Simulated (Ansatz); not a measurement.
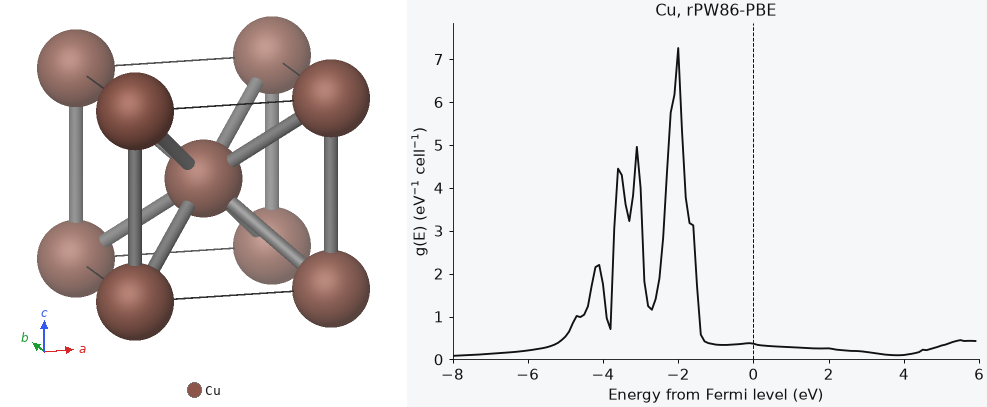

Density of states, beside the structure. Energies are counted from the Fermi level.

System: Cu, space group I4/mmm, 1 atom in the primitive cell, volume scaled by a factor 1.08; a = 2.961 Å, c = 2.824 Å (tetragonal axes).

Level of theory: rPW86-PBE, all-electron LAPW, non-collinear spin, ferromagnetic start that ends with little or no moment, no spin-orbit coupling, 10×10×10 k mesh in the self-consistent step, Fermi-Dirac smearing of 0.05 eV; code Ansatz 0.2.0.

Question: What is the density of states at the Fermi level?

Answer: It is a metal. The density of states at the Fermi level is about 0.36 per eV and cell (mean within 0.25 eV).

The density of states comes from the program's own step for it, whose mesh and broadening can differ from those of the self-consistent step. The k mesh is thin for a metal, so its Fermi level is uncertain by some hundredths of an eV. This isn't the form of Cu at room conditions, which is fcc. The k mesh is thin for a density of states, so fine features aren't converged.
